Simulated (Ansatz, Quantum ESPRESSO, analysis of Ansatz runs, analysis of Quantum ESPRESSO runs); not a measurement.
# Reproducing a measured local vibrational mode: Al-H pair in alpha-quartz (Quantum ESPRESSO)

How near does this set-up come to the measured local vibrational mode? Subject: Al-H pair in alpha-quartz. Set-up: PBE, PseudoDojo 0.4.1 SR PBE standard, 36-site cell, PBE lattice, k: the single point 1/4 1/4 1/4, start relaxed with Ansatz. The model is a cell of 36 host atoms with Al put on another atom's site and H put in between. The frequencies come from force constants among the defect atom and its neighbours, with the masses of the isotopes named. Other potentials or another program check that the number doesn't hang on one set of files.

**The experiment.** O-H stretch, 1H: 3378 cm⁻¹ at 300 K, by diffuse reflectance FTIR (“Structural evolution of water and hydroxyl groups during thermal, mechanical and chemical treatment of high purity natural quartz”, 2020, pmc:9055915). O-H stretch, 1H: 3313 cm⁻¹ at 300 K, by diffuse reflectance FTIR (“Structural evolution of water and hydroxyl groups during thermal, mechanical and chemical treatment of high purity natural quartz”, 2020, pmc:9055915). The runs below try to reproduce this.

Program: Quantum ESPRESSO 7.5. Level of theory: Quantum ESPRESSO plane-wave DFT, PBE, PseudoDojo 0.4.1 SR PBE standard potentials; relaxation of all atoms of a defect supercell. Results are calculated unless marked as measured.

### 1. The starting structure

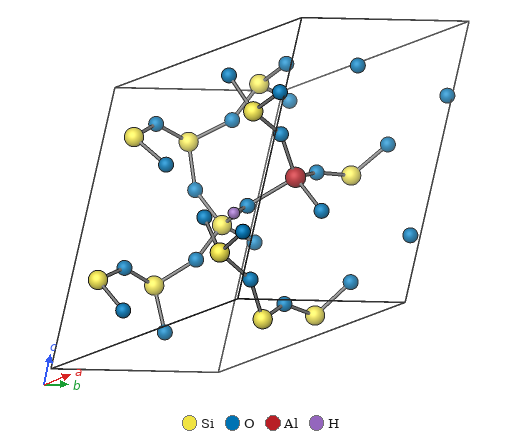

The cell as given, from a free direction (silicon yellow, oxygen blue, aluminium red, hydrogen purple). Bonds to atoms that aren't drawn are left out. Some periodic images of atoms are drawn too.

The cell holds 37 atoms: 11 Si, 24 O, 1 Al and 1 H. Its edges and angles: a = 7.451 Å, b = 7.451 Å, c = 10.040 Å, α = 70.3°, β = 70.3°, γ = 71.4°. It derives from SiO2 (space group P3_221). Nearest the centre at fractional (0.355, 0.472, 0.482): O7 at 0.55 Å, Al24 at 1.35 Å, H37 at 1.37 Å, Si1 at 2.08 Å, O36 at 2.39 Å, O29 at 2.41 Å, O14 at 2.45 Å, O17 at 2.84 Å.

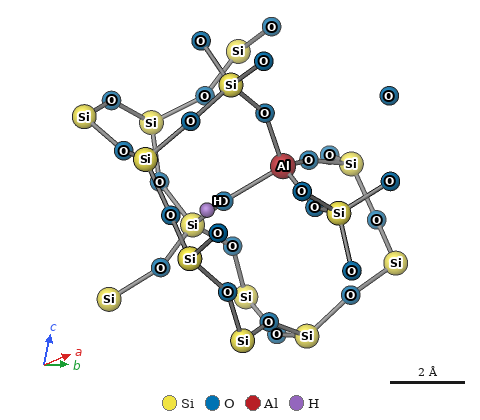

The atoms within 5 Å of the centre. Bonds to atoms that aren't drawn are left out.

The host's primitive cell comes from a first run (Quantum ESPRESSO plane-wave DFT, PBE, PseudoDojo 0.4.1 SR PBE standard potentials; relaxation of cell and atoms of a defect-free cell): vectors of 5.020, 5.020 and 5.507 Å. That is 13.35 Å³ an atom, 6.2 % over the diffraction cell's volume. The supercell is built on it.

This program's steps are dear, so the start below was first relaxed with Ansatz (plane-wave PAW DFT, PBE; 67 s).

### 2. Relaxation, charge 0

Every later number rests on the structure around the defect, so the atoms are relaxed at the host's lattice first.

Contents of pw.in:

```
&CONTROL
  calculation = 'relax'
  prefix = 'pwscf'
  outdir = './tmp'
  pseudo_dir = './pseudo'
  tprnfor = .true.
  disk_io = 'low'
  nstep = 70
  forc_conv_thr = 0.00039
  etot_conv_thr = 0.0001
/
&SYSTEM
  ibrav = 0
  nat = 37
  ntyp = 4
  ecutwfc = 84
  nbnd = 100
  occupations = 'smearing'
  smearing = 'fd'
  degauss = 0.00073499
  nosym = .true.
/
&ELECTRONS
  conv_thr = 4d-08
  electron_maxstep = 100
  mixing_beta = 0.5
/
&IONS
  ion_dynamics = 'bfgs'
/
ATOMIC_SPECIES
Si    28.0850 Si.upf
O     15.9990 O.upf
Al    26.9815 Al.upf
H      1.0080 H.upf
CELL_PARAMETERS angstrom
  -2.5099297812    4.3473259494    5.5067219105
   5.0198595625    0.0000000000    5.5067219105
   5.0198595625    8.6946518988    0.0000000000
ATOMIC_POSITIONS crystal
Si     0.0770889269    0.5692492517    0.4450512424
Si     0.5800665054    0.0822152890    0.2161338369
Si     0.3932797301    0.9229204323    0.0494620903
Si     0.9007176373    0.4268548532    0.2721064092
Si    -0.0104376978   -0.0051771644    0.2644716157
Si     0.5032427615    0.5053078934    0.0035181107
O      0.3109413015    0.4567418753    0.4541653865
O      0.7994769279    0.9688593288    0.2341044361
O      0.4310038433    0.0941679888    0.3785596033
O      0.9491233239    0.5040972354    0.0945644577
O      0.4308505671    0.6871812591    0.0780144020
O      0.9386635650    0.1875616448    0.3225183247
O      0.1615332189    0.0113437790    0.1133204881
O      0.6826299750    0.5265827627    0.3446200514
O      0.0577722820    0.4815798323    0.3257103559
O      0.5176449910    0.9633539406    0.1377073785
O      0.0606617946    0.8026724619    0.3908701612
O      0.5735026463    0.3084331548    0.1243993881
Si     0.1036247324    0.5730667068    0.9401801863
Si     0.5976527187    0.0723001143    0.7136412364
Si     0.3961032878    0.9458173420    0.5469775062
Si     0.9038061787    0.4343495090    0.7824412356
Si    -0.0028980069    0.0082593611    0.7709154191
Al     0.5051528963    0.5071912370    0.5076906038
O      0.3273669143    0.4792922725    0.9551552504
O      0.8238582634    0.9753571279    0.7247091075
O      0.4506844553    0.0288932695    0.8775276723
O      0.9318021104    0.5100030970    0.6051060279
O      0.4053209158    0.7271449529    0.5528459173
O      0.9221971665    0.1982663612    0.8387907307
O      0.1779557379    0.0523667557    0.6282102733
O      0.6860502059    0.5423882947    0.8607795357
O      0.0715335900    0.4934655803    0.8189003918
O      0.5589557419    0.9568632216    0.6169281854
O      0.0683020964    0.8113068769    0.8923751126
O      0.5625815664    0.3036511675    0.6440616380
H      0.3576352269    0.3382548926    0.4152450589
K_POINTS crystal
1
0.25 0.25 0.25 1.0
```

Started as:

```
$ OMP_NUM_THREADS=1 mpirun -n 4 pw.x -in pw.in > pw.out
```

Log:

```text
This program is part of the open-source Quantum ESPRESSO suite
     for quantum simulation of materials; please cite
         "P. Giannozzi et al., J. Phys.:Condens. Matter 21 395502 (2009);
         "P. Giannozzi et al., J. Phys.:Condens. Matter 29 465901 (2017);
         "P. Giannozzi et al., J. Chem. Phys. 152 154105 (2020);
          URL
     in publications or presentations arising from this work. More details at

     Subspace diagonalization in iterative solution of the eigenvalue problem:
     a serial algorithm will be used

     --------------------
     sticks:   dense  smooth     PW     G-vecs:    dense   smooth      PW
     Min        1255    1255    323                84327    84327   11034
     Max        1256    1256    324                84329    84329   11036
     Sum        5021    5021   1293               337311   337311   44139

     Using Slab Decomposition

     bravais-lattice index     =            0
     lattice parameter (alat)  =      14.0811  a.u.
     unit-cell volume          =    3243.8705 (a.u.)^3
     number of atoms/cell      =           37
     number of atomic types    =            4
     number of electrons       =       192.00
     number of Kohn-Sham states=          100
     kinetic-energy cutoff     =      84.0000  Ry
     charge density cutoff     =     336.0000  Ry
     scf convergence threshold =      4.0E-08
     mixing beta               =       0.5000
     number of iterations used =            8  plain     mixing
     energy convergence thresh.=      1.0E-04
     force convergence thresh. =      3.9E-04
     Exchange-correlation= PBE
                           (   1   4   3   4   0   0   0)
     nstep                     =           70

     celldm(1)=  14.081056  celldm(2)=   0.000000  celldm(3)=   0.000000
     celldm(4)=   0.000000  celldm(5)=   0.000000  celldm(6)=   0.000000

     crystal axes: (cart. coord. in units of alat)
               a(1) = (  -0.336841   0.583426   0.739021 )
               a(2) = (   0.673682   0.000000   0.739021 )
               a(3) = (   0.673682   1.166852   0.000000 )

     reciprocal axes: (cart. coord. in units 2 pi/alat)
               b(1) = ( -0.742190  0.428503  0.676571 )
               b(2) = (  0.742190 -0.428503  0.676571 )
               b(3) = (  0.371095  0.642755 -0.338285 )

     PseudoPot. # 1 for Si read from file:
     Si.upf
     Pseudo is Norm-conserving + core correction, Zval =  4.0
     Generated using ONCVPSP code by D. R. Hamann
     Using radial grid of 1510 points,  6 beta functions with:
                l(1) =   0
                l(2) =   0
                l(3) =   1
                l(4) =   1
                l(5) =   2
                l(6) =   2

     PseudoPot. # 2 for O  read from file:
     O.upf
     Pseudo is Norm-conserving + core correction, Zval =  6.0
     Generated using ONCVPSP code by D. R. Hamann
     Using radial grid of  936 points,  5 beta functions with:
                l(1) =   0
                l(2) =   0
                l(3) =   1
                l(4) =   1
                l(5) =   2

     PseudoPot. # 3 for Al read from file:
     Al.upf
     Pseudo is Norm-conserving + core correction, Zval =  3.0
     Generated using ONCVPSP code by D. R. Hamann
     Using radial grid of 1876 points,  6 beta functions with:
                l(1) =   0
                l(2) =   0
                l(3) =   1
                l(4) =   1
                l(5) =   2
                l(6) =   2

     PseudoPot. # 4 for H  read from file:
     H.upf
     Pseudo is Norm-conserving, Zval =  1.0
     Generated using ONCVPSP code by D. R. Hamann
     Using radial grid of 1166 points,  3 beta functions with:
                l(1) =   0
                l(2) =   0
                l(3) =   1

     atomic species   valence    mass     pseudopotential
     Si                4.00    28.08500     Si( 1.00)
     O                 6.00    15.99900     O ( 1.00)
     Al                3.00    26.98150     Al( 1.00)
     H                 1.00     1.00800     H ( 1.00)

     No symmetry found

   Cartesian axes

     site n.     atom                  positions (alat units)
         1        Si     tau(   1) = (   0.6573497   0.5642847   0.4776575  )
         2        Si     tau(   2) = (   0.0056023   0.5906222   0.4894401  )
         3        Si     tau(   3) = (   0.5226042   0.2871646   0.9726995  )
         4        Si     tau(   4) = (   0.1674791   0.8430101   0.9811039  )
         5        Si     tau(   5) = (   0.1781980   0.3025096  -0.0115397  )
         6        Si     tau(   6) = (   0.1732742   0.2977101   0.7453401  )
         7        O      tau(   7) = (   0.5089243   0.7113551   0.5673340  )
         8        O      tau(   8) = (   0.5411187   0.7396009   1.3068376  )
         9        O      tau(   9) = (   0.1732884   0.6931820   0.3881130  )
        10        O      tau(  10) = (   0.0836040   0.6640860   1.0739605  )
        11        O      tau(  11) = (   0.3703706   0.3424007   0.8262490  )
        12        O      tau(  12) = (   0.0274513   0.9239720   0.8323041  )
        13        O      tau(  13) = (   0.0295731   0.2264709   0.1277597  )
        14        O      tau(  14) = (   0.3569761   0.8003848   0.8936336  )
        15        O      tau(  15) = (   0.5243971   0.4137617   0.3985925  )
        16        O      tau(  16) = (   0.5674015   0.4626917   1.0944893  )
        17        O      tau(  17) = (   0.7836353   0.4914794   0.6380221  )
        18        O      tau(  18) = (   0.0984123   0.4797521   0.6517691  )
        19        Si     tau(  19) = (   0.9845427   1.1575086   0.5000892  )
        20        Si     tau(  20) = (   0.3281608   1.1814000   0.4951092  )
        21        Si     tau(  21) = (   0.8722457   0.8693389   0.9917075  )
        22        Si     tau(  22) = (   0.5152913   1.4402973   0.9889251  )
        23        Si     tau(  23) = (   0.5258925   0.8978535   0.0039622  )
        24        Al     tau(  24) = (   0.5135517   0.8871192   0.7481436  )
        25        O      tau(  25) = (   0.8560914   1.3055193   0.5961381  )
        26        O      tau(  26) = (   0.8677953   1.3262888   1.3296579  )
        27        O      tau(  27) = (   0.4588307   1.2868861   0.3544180  )
        28        O      tau(  28) = (   0.4373600   1.2497069   1.0655243  )
        29        O      tau(  29) = (   0.7257785   0.8815642   0.8369160  )
        30        O      tau(  30) = (   0.3880131   1.5167786   0.8280461  )
        31        O      tau(  31) = (   0.3985499   0.8368525   0.1702132  )
[...]
Forces acting on atoms (cartesian axes, Ry/au):

     atom    1 type  1   force =     0.00001637    0.00009600    0.00019136
     atom    2 type  1   force =    -0.00034204    0.00001804    0.00010891
     atom    3 type  1   force =     0.00030749    0.00000122   -0.00014869
     atom    4 type  1   force =    -0.00055449    0.00009669    0.00023096
     atom    5 type  1   force =    -0.00006109    0.00008799   -0.00010049
     atom    6 type  1   force =     0.00007252    0.00018967    0.00002064
     atom    7 type  2   force =    -0.00007863    0.00009708    0.00006978
     atom    8 type  2   force =     0.00002375   -0.00006903    0.00011208
     atom    9 type  2   force =    -0.00014662    0.00009871    0.00028502
     atom   10 type  2   force =     0.00010132   -0.00019239    0.00005125
     atom   11 type  2   force =    -0.00005373    0.00001524    0.00017492
     atom   12 type  2   force =    -0.00000713   -0.00000716    0.00003265
     atom   13 type  2   force =    -0.00006148   -0.00012507   -0.00010879
     atom   14 type  2   force =     0.00001549   -0.00005906   -0.00003637
     atom   15 type  2   force =     0.00033307    0.00017161   -0.00004895
     atom   16 type  2   force =     0.00003214    0.00007019   -0.00030720
[...]
Total force =     0.001689     Total SCF correction =     0.000061
     Energy error            =      4.5E-06 Ry
     Gradient error          =      5.5E-04 Ry/Bohr

     number of scf cycles    =  10
     number of bfgs steps    =   9

     energy             old  =    -896.2350511598 Ry
     energy             new  =    -896.2350556744 Ry

     CASE: energy            _new < energy            _old

     new trust radius        =       0.0016190987 bohr
     new conv_thr            =       0.0000000004 Ry

ATOMIC_POSITIONS (crystal)
Si               0.0769855633        0.5694014711        0.4451480837
Si               0.5797383517        0.0823921550        0.2162676493
Si               0.3936894623        0.9227770760        0.0494981181
Si               0.9009107764        0.4265843873        0.2723211289
Si              -0.0103272588       -0.0051401583        0.2641420825
Si               0.5032079894        0.5052959440        0.0034594422
O                0.3109354916        0.4573340287        0.4537953849
O                0.7992875022        0.9699980826        0.2338001906
O                0.4313948620        0.0938311178        0.3787927400
O                0.9497899604        0.5044351165        0.0950214899
O                0.4317673988        0.6872712456        0.0775154031
O                0.9394615482        0.1875305705        0.3218488238
O                0.1620622146        0.0103703606        0.1134982460
O                0.6828110803        0.5256151081        0.3448411593
O                0.0572964639        0.4810199896        0.3265267905
O                0.5173917785        0.9637274500        0.1378177954
[...]
NEW-OLD atomic charge density approx. for the potential

     Self-consistent Calculation

     iteration #  1     ecut=    84.00 Ry     beta= 0.50
     Davidson diagonalization with overlap
     ethr =  1.00E-06,  avg # of iterations =  3.0

     Threshold (ethr) on eigenvalues was too large:
     Diagonalizing with lowered threshold

     Davidson diagonalization with overlap
     ethr =  8.48E-10,  avg # of iterations =  4.0

     total energy              =    -896.23505822 Ry
     estimated scf accuracy    <       0.00000385 Ry

     iteration #  2     ecut=    84.00 Ry     beta= 0.50
     Davidson diagonalization with overlap
     ethr =  2.00E-09,  avg # of iterations =  2.0

     total energy              =    -896.23505844 Ry
     estimated scf accuracy    <       0.00000041 Ry

     iteration #  3     ecut=    84.00 Ry     beta= 0.50
     Davidson diagonalization with overlap
     ethr =  2.14E-10,  avg # of iterations =  2.0

     total energy              =    -896.23505849 Ry
     estimated scf accuracy    <       0.00000003 Ry

     iteration #  4     ecut=    84.00 Ry     beta= 0.50
     Davidson diagonalization with overlap
     ethr =  1.37E-11,  avg # of iterations =  2.0

     total energy              =    -896.23505850 Ry
     estimated scf accuracy    <          3.9E-09 Ry

     iteration #  5     ecut=    84.00 Ry     beta= 0.50
     Davidson diagonalization with overlap
     ethr =  2.05E-12,  avg # of iterations =  2.0

     End of self-consistent calculation

          k = 0.0928 0.1607 0.2537 ( 42176 PWs)   bands (ev):

   -17.6131 -16.9978 -16.7248 -16.6034 -16.4363 -16.4104 -16.3443 -16.1081
   -15.8120 -15.6772 -15.5726 -15.4861 -15.3182 -15.2566 -15.2075 -15.1845
   -15.1638 -15.1489 -15.0999 -14.9856 -14.9536 -14.5543 -14.2687 -14.1260
    -6.8045  -6.5856  -6.2614  -6.0055  -5.4537  -5.1308  -4.9437  -4.7166
    -4.5814  -4.3725  -4.0741  -3.7920  -3.4878  -3.4024  -3.3128  -3.2965
    -3.2016  -3.0920  -2.9636  -2.8874  -2.8114  -2.6023  -2.3478  -1.9133
    -1.8282  -1.1279  -1.0569  -1.0042  -0.9344  -0.8687  -0.7999  -0.7030
    -0.6801  -0.6225  -0.5190  -0.4276  -0.3122  -0.2090  -0.1329  -0.0581
    -0.0189   0.0765   0.1119   0.2247   0.2698   0.3256   0.4123   0.4478
     0.5345   0.6236   0.6345   0.6643   0.7350   0.7930   0.8778   0.9544
     0.9752   1.0830   1.1894   1.2947   1.3865   1.4131   1.4771   1.5273
     1.5856   1.6718   1.7252   1.8290   1.9267   1.9864   2.0986   2.2467
     8.1283   9.8734  10.2295  10.3673

     the Fermi energy is     3.4222 ev

!    total energy              =    -896.23505850 Ry
     estimated scf accuracy    <          1.3E-10 Ry
     smearing contrib. (-TS)   =       0.00000000 Ry
     internal energy E=F+TS    =    -896.23505850 Ry

     The total energy is F=E-TS. E is the sum of the following terms:
     one-electron contribution =    -439.59926435 Ry
     hartree contribution      =     321.05684369 Ry
     xc contribution           =    -242.05847758 Ry
     ewald contribution        =    -535.63416026 Ry

     convergence has been achieved in   5 iterations

     Forces acting on atoms (cartesian axes, Ry/au):

[...]
atom   30 type  2   force =     0.00014941    0.00002271    0.00007795
     atom   31 type  2   force =     0.00020210   -0.00012370   -0.00004998
     atom   32 type  2   force =     0.00001831    0.00011644    0.00007795
     atom   33 type  2   force =    -0.00003680   -0.00000530   -0.00009524
     atom   34 type  2   force =     0.00000921   -0.00003999   -0.00021213
     atom   35 type  2   force =    -0.00001248    0.00003649   -0.00012476
     atom   36 type  2   force =     0.00009752    0.00000900   -0.00010076
     atom   37 type  4   force =    -0.00008631   -0.00029052   -0.00009519

     Total force =     0.001218     Total SCF correction =     0.000031
     Energy error            =      2.8E-06 Ry
     Gradient error          =      3.4E-04 Ry/Bohr

     bfgs converged in  11 scf cycles and  10 bfgs steps
     (criteria: energy <  1.0E-04 Ry, force <  3.9E-04 Ry/Bohr)

     End of BFGS Geometry Optimization

     Final energy             =    -896.2350584961 Ry

     File ./tmp/pwscf.bfgs deleted, as requested
Begin final coordinates

ATOMIC_POSITIONS (crystal)
[...]
O                0.9231059346        0.1981354928        0.8381395405
O                0.1781506441        0.0513796862        0.6281442034
O                0.6862496436        0.5411155618        0.8610136275
O                0.0709545192        0.4931895646        0.8197819581
O                0.5583184468        0.9569888083        0.6173527644
O                0.0675960102        0.8113456332        0.8920051184
O                0.5614933384        0.3036381351        0.6438736624
H                0.3574408442        0.3390695503        0.4153839686
End final coordinates

=------------------------------------------------------------------------------=
   JOB DONE.
=------------------------------------------------------------------------------=
```

It took 8.6 min on 4 MPI ranks of Arm Neoverse N1, shared host; peak memory 1.2 GiB; 35 min of CPU time.

[end of part 1 of 2]

[Logs are printed without paths, hosts, clocks, repeated set-up lines and the standing remarks that a program may print on its own settings, such as how far it seeks lower states.]

[Hosts, paths, dates, database ids (printed as entryN), source tags and the programs' standing remarks are cut or masked in the printed files.]

[For some hosts the program warned that the k-mesh of the response run may be too coarse for force constants and the static dielectric constant; such warnings are not shown here.]
